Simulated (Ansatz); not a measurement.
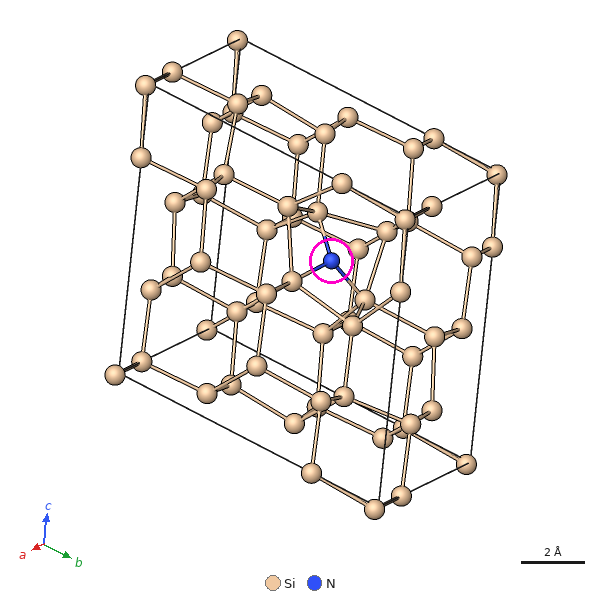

View slightly off an axis, drawn as a ball-and-stick model. The supercell is outlined; an atom on or near a face, edge or corner is repeated at each equivalent position. The host is Si, in a cell of 32 sites, and the cell is neutral. A ring marks the defect's site.

> Which defect is modelled here, and what are its neighbours?

An interstitial nitrogen atom. It is bonded to three Si at about 1.9 Å.

Level of theory and settings: DFT PBEsol, scalar-relativistic, plane waves, PAW (Ansatz 0.2.0), 420 eV cutoff, Brillouin-zone sampling on a 3×3×3 mesh, Gaussian smearing of 0.02 eV, collinear spins.

> Does the defect carry a magnetic moment?

No net moment.

The atoms were relaxed in the host's cell with Ansatz, DFT PBEsol, scalar-relativistic, plane waves, PAW.
